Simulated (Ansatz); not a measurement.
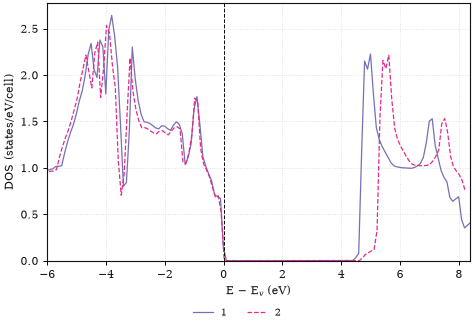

Total densities of states of BN, space group P-6m2 (No. 187), 4 atoms in the cell, by two methods on the same cell. Each is counted from its own valence-band top.

> Which curve is which? The methods: PBE, r2SCAN.

1 is PBE; 2 is r2SCAN. PBE gives a gap of 4.39 eV and r2SCAN gives a gap of 4.63 eV.

Settings. PBE: DFT PBE, scalar-relativistic, plane waves, PAW, no spin polarisation, 12×12×4 k mesh, 420 eV cutoff, Gaussian smearing of 0.02 eV (Ansatz). r2SCAN: DFT r2SCAN, scalar-relativistic, plane waves, PAW, no spin polarisation, 12×12×4 k mesh, 500 eV cutoff (Ansatz).

The starting guess was a poor one.
